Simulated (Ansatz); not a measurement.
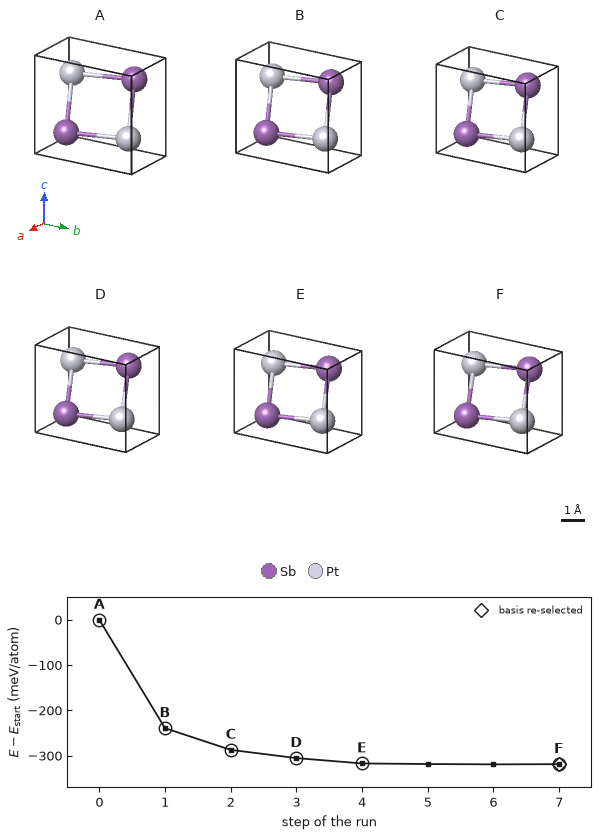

Frames of a relaxation of crystalline SbPt (a generated structure, set up in Cmcm), marked on the history of the run. A ball-and-stick model of the cell of the calculation, seen slightly off an axis.

The start is a swapped structure.

Theory: Ansatz 0.2.0, DFT, PAW plane waves, r2SCAN. Settings: plane-wave cutoff 500 eV; k-point mesh 7 × 7 × 5; occupations fermi dirac; smearing width 0.1 eV; no spin polarisation; cell and atoms relaxed; at most 80 steps.

**What happens along the run?**

Over 6 accepted moves (7 points after the start) the energy falls by 318 meV per atom. Largest force component: 0.14 eV/Å at the start, 0.0068 eV/Å at the end. Pressure: −16.40 GPa at the start and −0.02 GPa at the end. The SCF was repeated once at an unchanged geometry on a basis and grid sized afresh for the cell, which shifted the energy by 0.4 meV per atom at most. The largest moves relative to the cell, 0.15 Å, are those of Pt atoms. Largest moves by element: Pt 0.15 Å, Sb 0.11 Å. The volume changes by −16.5 %, with a 3.815 → 3.879 Å (+1.7 %), b 5.877 → 5.734 Å (−2.4 %), c 4.523 → 3.826 Å (−15.4 %), γ 71.1° → 70.2°. Some distances before and after: Pt–Sb 3.036 → 2.695 Å, Pt–Sb 3.008 → 2.768 Å, Pt–Sb 3.162 → 3.325 Å, Pt–Pt 3.004 → 2.925 Å. The space group stays Cmcm (No. 63). The run took 3.2 min on 2 threads of AMD EPYC 7R43 64-Core Processor (Zen 3) (shared host), peak memory 0.74 GiB. From step 0 to 1: Sb and Pt atoms move most (0.02 Å), volume −12.2 %, energy −239 meV per atom. From step 1 to 2: Pt atoms move most (0.05 Å), volume −8.9 %, energy −47.9 meV per atom. From step 2 to 3: Pt atoms move most (0.02 Å), volume +3.0 %, energy −18.1 meV per atom. From step 3 to 4: Sb atoms move most (0.06 Å), volume +1.4 %, energy −11.8 meV per atom. From step 4 to 7: Pt atoms move most (0.02 Å), energy −1.6 meV per atom.

```json
{"step": "0", "E − E(0), meV/atom": "0.00", "largest force component, eV/Å": "0.1404", "pressure, GPa": "-16.40", "volume, Å³/atom": "23.977", "note": ""}
{"step": "1", "E − E(0), meV/atom": "-239.00", "largest force component, eV/Å": "0.4248", "pressure, GPa": "-7.32", "volume, Å³/atom": "21.048", "note": ""}
{"step": "2", "E − E(0), meV/atom": "-286.93", "largest force component, eV/Å": "0.2066", "pressure, GPa": "4.95", "volume, Å³/atom": "19.176", "note": ""}
{"step": "3", "E − E(0), meV/atom": "-305.06", "largest force component, eV/Å": "0.2453", "pressure, GPa": "0.66", "volume, Å³/atom": "19.756", "note": ""}
{"step": "4", "E − E(0), meV/atom": "-316.86", "largest force component, eV/Å": "0.1829", "pressure, GPa": "-0.22", "volume, Å³/atom": "20.025", "note": ""}
{"step": "5", "E − E(0), meV/atom": "-318.15", "largest force component, eV/Å": "0.0657", "pressure, GPa": "0.64", "volume, Å³/atom": "19.947", "note": ""}
{"step": "6", "E − E(0), meV/atom": "-318.86", "largest force component, eV/Å": "0.0066", "pressure, GPa": "-0.01", "volume, Å³/atom": "20.021", "note": ""}
{"step": "7", "E − E(0), meV/atom": "-318.44", "largest force component, eV/Å": "0.0068", "pressure, GPa": "-0.02", "volume, Å³/atom": "20.021", "note": "same geometry, new basis"}
```
